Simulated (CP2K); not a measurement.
# Energy of Pt along an even scaling of the cell

System: Pt (Im-3m, 1 atom in the cell).
Method: Kohn-Sham DFT of a periodic cell, r2SCAN, GTH-SCAN with UZH-TZVP basis, no spin polarisation (CP2K 2026.2).

The 6 runs differ only in the geometry, by an even scaling of the cell at fixed fractional positions. The structure derives from a Materials Project entry.

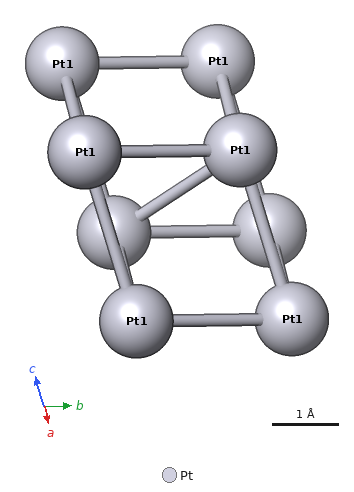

Figure 1. The structure of run 4 (ball-and-stick view of the cell of the calculation, seen at an oblique angle; atoms are numbered from 1 in the order of the input). An atom can appear more than once, as a periodic image.

**Input of run 4**
```
&GLOBAL
  PROJECT pt_eos
  RUN_TYPE ENERGY_FORCE
  PRINT_LEVEL LOW
&END GLOBAL
&FORCE_EVAL
  METHOD QS
  STRESS_TENSOR ANALYTICAL
  &DFT
    BASIS_SET_FILE_NAME BASIS_MOLOPT_UZH
    POTENTIAL_FILE_NAME POTENTIAL_UZH
    WFN_RESTART_FILE_NAME previous-RESTART.kp
    &MGRID
      CUTOFF 675
      REL_CUTOFF 60
      NGRIDS 5
    &END MGRID
    &QS
      METHOD GPW
      EPS_DEFAULT 1.0E-10
    &END QS
    &KPOINTS
      SCHEME MONKHORST-PACK 12 12 12
      GAMMA_CENTERED T
      SYMMETRY T
      SYMMETRY_BACKEND SPGLIB
    &END KPOINTS
    &SCF
      SCF_GUESS RESTART
      EPS_SCF 1.0E-6
      MAX_SCF 100
      ADDED_MOS 11
      CHOLESKY OFF
      EPS_EIGVAL 1.0E-7
      &DIAGONALIZATION ON
        ALGORITHM STANDARD
      &END DIAGONALIZATION
      &MIXING ON
        METHOD BROYDEN_MIXING
        ALPHA 0.4
        BETA 1.5
        NBUFFER 8
      &END MIXING
      &SMEAR ON
        METHOD FERMI_DIRAC
        ELECTRONIC_TEMPERATURE 580.23
      &END SMEAR
    &END SCF
    &XC
      &XC_FUNCTIONAL
        &MGGA_X_R2SCAN
        &END MGGA_X_R2SCAN
        &MGGA_C_R2SCAN
        &END MGGA_C_R2SCAN
      &END XC_FUNCTIONAL
    &END XC
    &PRINT
      &KPOINTS ON
      &END KPOINTS
      &MULLIKEN ON
      &END MULLIKEN
      &MO ON
        ENERGIES T
        OCCUPATION_NUMBERS T
        &EACH
          QS_SCF 0
        &END EACH
        ADD_LAST NUMERIC
      &END MO
    &END PRINT
  &END DFT
  &SUBSYS
    &CELL
      A 2.7621219112 0.0000000000 0.0000000000
      B -0.9207073038 2.6041535118 0.0000000000
      C -0.9207073038 -1.3020767559 2.2552630966
      PERIODIC XYZ
    &END CELL
    &COORD
      SCALED
      Pt  0.0000000000 0.0000000000 0.0000000000
    &END COORD
    &KIND Pt
      BASIS_SET TZVP-MOLOPT-SCAN-GTH-q18
      POTENTIAL GTH-SCAN-q18
    &END KIND
    &PRINT
      &ATOMIC_COORDINATES ON
      &END ATOMIC_COORDINATES
      &CELL ON
      &END CELL
    &END PRINT
  &END SUBSYS
  &PRINT
    &FORCES ON
    &END FORCES
    &STRESS_TENSOR ON
    &END STRESS_TENSOR
  &END PRINT
&END FORCE_EVAL
```

Command:
```bash
OMP_NUM_THREADS=1 cp2k.psmp -i pt_eos.inp -o pt_eos.out
```

Run 5 differs from it as follows:
```diff
-      A 2.7621219112 0.0000000000 0.0000000000
-      B -0.9207073038 2.6041535118 0.0000000000
-      C -0.9207073038 -1.3020767559 2.2552630966
+      A 2.7800582703 0.0000000000 0.0000000000
+      B -0.9266860901 2.6210640734 0.0000000000
+      C -0.9266860901 -1.3105320366 2.2699080725
```

**Results, with one run withheld**

| run | volume per atom (Å³) | free energy per atom, from the lowest run given (meV) | pressure (GPa) |
| --- | --- | --- | --- |
| 1 | 14.950 | 27.71 | 13.35 |
| 2 | 15.268 | 7.80 | 6.85 |
| 3 | 15.586 | 0.00 | 1.13 |
| 4 | 16.222 | 15.09 | −8.33 |
| 5 | 16.540 | ? | ? |
| 6 | 16.858 | 63.26 | −15.62 |

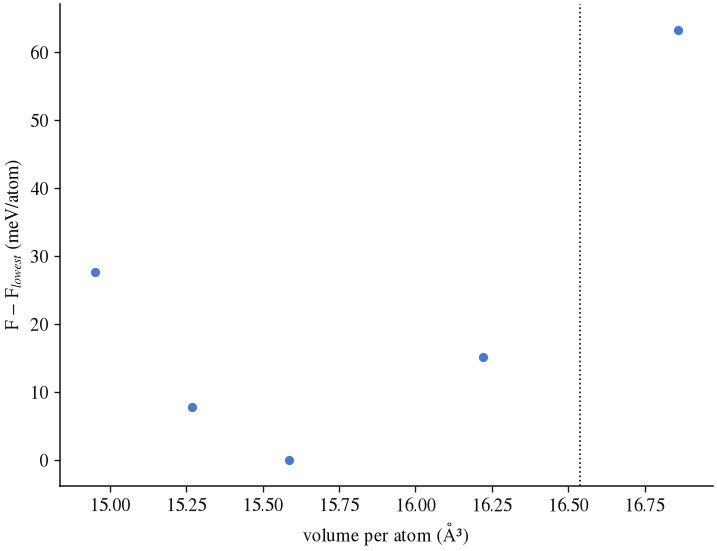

Figure 2. Free energy per atom of the runs given; the dotted line marks run 5.

Estimate the energy of run 5 from the others.

A cubic polynomial in V^(−2/3) (the Birch–Murnaghan form), fitted to the 5 runs given, misses them by under 0.01 meV per atom. With x = V^(−2/3) − 0.15914 Å⁻², it reads F = 0.24747 − 1459.5 x + 1.0962e+06 x² + 4.5617e+06 x³ (meV per atom). At run 5 it gives 35.56 meV per atom, and the run itself gives 35.56. The slope of the fit gives a pressure −dF/dV of −12.21 GPa there, and the run prints −12.21 GPa. The fit has its minimum at 15.654 Å³ per atom, where V d²F/dV² gives 257 GPa: the bulk modulus at this level, since symmetry fixes the shape and the positions.

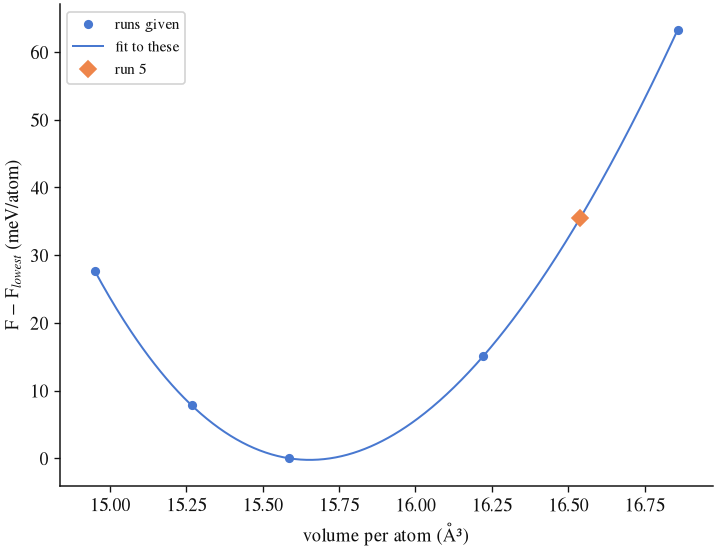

Figure 3. The fit and the withheld run.

**Some lines of the output (run 5)**
```
[...]
 CELL| Volume [angstrom^3]:                                            16.540164
 CELL_REF| Volume [angstrom^3]:                                        16.540164
                        Smear method:                                FERMI_DIRAC
  Step     Update method      Time    Convergence         Total energy    Change
  Fermi energy:                                                 0.49809695379244
  Total energy:                                              -119.64454906617634
  Total energy (extrapolated to T->0):                       -119.64442870077718
 MO| E(Fermi):            0.498097 a.u.         13.553907 eV
```

Notes: Spin–orbit coupling is left out, which matters for Pt.
